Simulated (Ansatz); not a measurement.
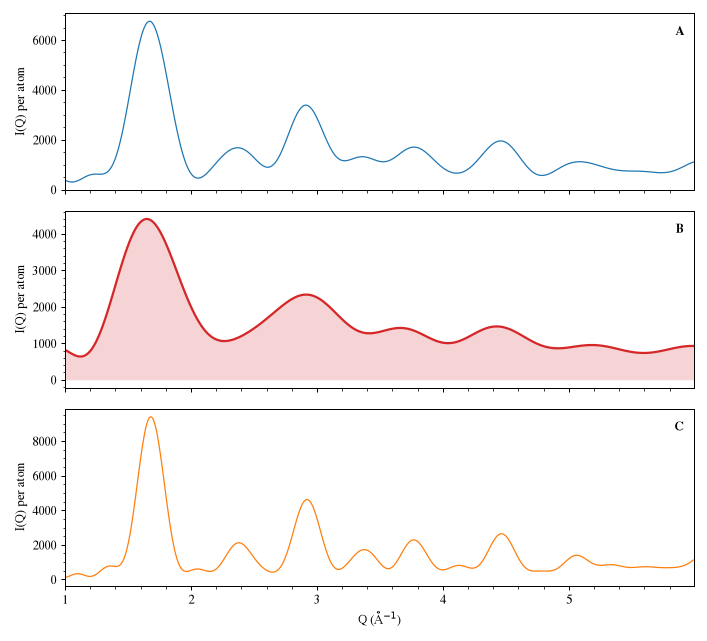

X-ray scattering of spheres cut from the crystal structure of Ba (Im-3m, a = 5.259 Å, b = 5.259 Å, c = 5.259 Å, α = 90.00°, β = 90.00°, γ = 90.00°), calculated atom by atom with the Debye equation (B = 0.5 Å², no relaxation of the surface). Structure used: the input geometry of an electronic-structure calculation (not necessarily at equilibrium); the starting structure was generated, so it need not be a known form of this composition.

**The spheres are 14, 20 and 28 Å across. Which curve is which?**

curve A: 20 Å (59 atoms); curve B: 14 Å (15 atoms); curve C: 28 Å (169 atoms). Peak widths go roughly as 2π/D, so the largest sphere has the sharpest peaks.

**Index the main peaks of the largest sphere.**

Q ≈ 1.68 Å⁻¹: 110; Q ≈ 2.38 Å⁻¹: 200; Q ≈ 2.92 Å⁻¹: 211; Q ≈ 3.38 Å⁻¹: 220; Q ≈ 3.77 Å⁻¹: 310; Q ≈ 4.47 Å⁻¹: 321.
